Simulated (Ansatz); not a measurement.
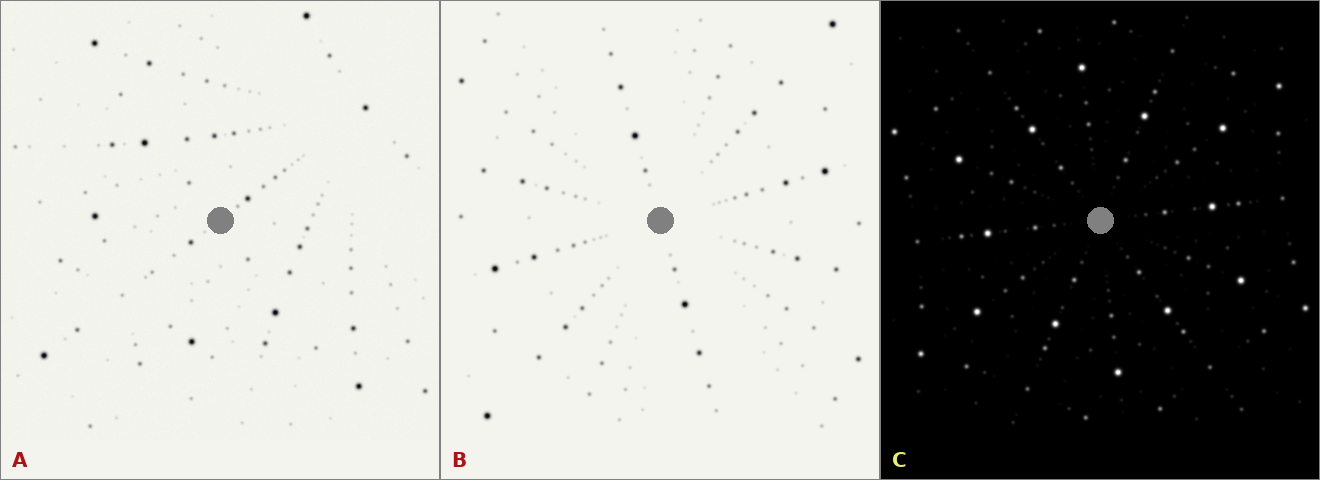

Simulated back-reflection Laue patterns (white X-rays, 0.45 to 2.2 Å, flat plate covering ±45° about the beam, kinematic intensities, seen from the source). Crystal: Ru, space group P6/mmm (No. 191), a = 4.24 Å, c = 2.66 Å (hexagonal axes). Structure: the end point of a relaxation with DFT, r2SCAN, plane waves (500 eV) with PAW, scalar-relativistic (Ansatz 0.2.0); the starting structure was generated, so it need not be a known form of this composition.

> The directions [001], [210], [211] point towards the source, in some order. Which is which?

A: [211], symmetry m (one mirror line). B: [210], symmetry 2mm (a twofold axis with two mirror lines). C: [001], symmetry 6mm (a sixfold axis with mirror lines). The Laue class is 6/mmm.
